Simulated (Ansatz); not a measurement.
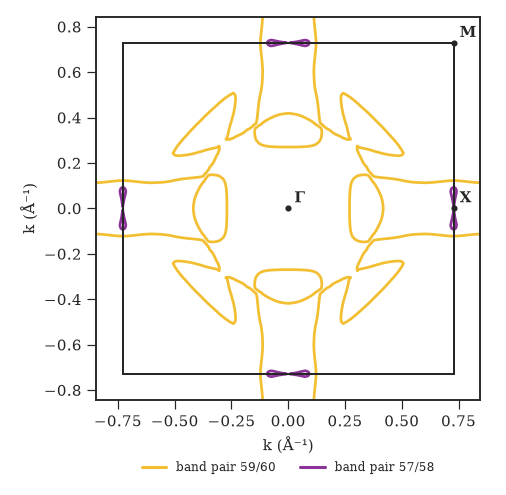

Constant-energy contours of a single layer of SnSe (space group of the slab cell P4/nmm), 0.40 eV below the valence-band maximum (one colour a band).

These are results of Ansatz, DFT PBE, spin-orbit coupling, plane waves, PAW; levels and slopes on a dense k mesh at the converged density, not measurements. Non-magnetic. With an inversion centre and no moment every band is doubly degenerate; a pair is shown and named once. Mesh 24×24×1, interpolated with the band slopes. Cell and positions as given, without relaxation (largest force 0.4 eV/Å).

Masses come from a second pass at points close to the extrema; at the energies drawn a band may no longer be parabolic.

Question: Describe the band extrema that these surfaces surround.

Answer: Band pair 59/60 forms the valence edge; band pair 57/58 begins 0.38 eV lower (on the X–M line). Within this energy: four equivalent maxima on the Γ–X line, principal masses 0.099 and 0.15 mₑ; one maximum at Γ, 0.18 eV below the edge, mass 1.27 mₑ in all directions; four equivalent maxima on the M–Γ line, 0.32 eV below the edge, principal masses 0.15 and 1.33 mₑ.

Question: And the gap?

Answer: The gap is direct, 1.00 eV at this level of theory, which underestimates gaps and can reorder valleys that lie close.
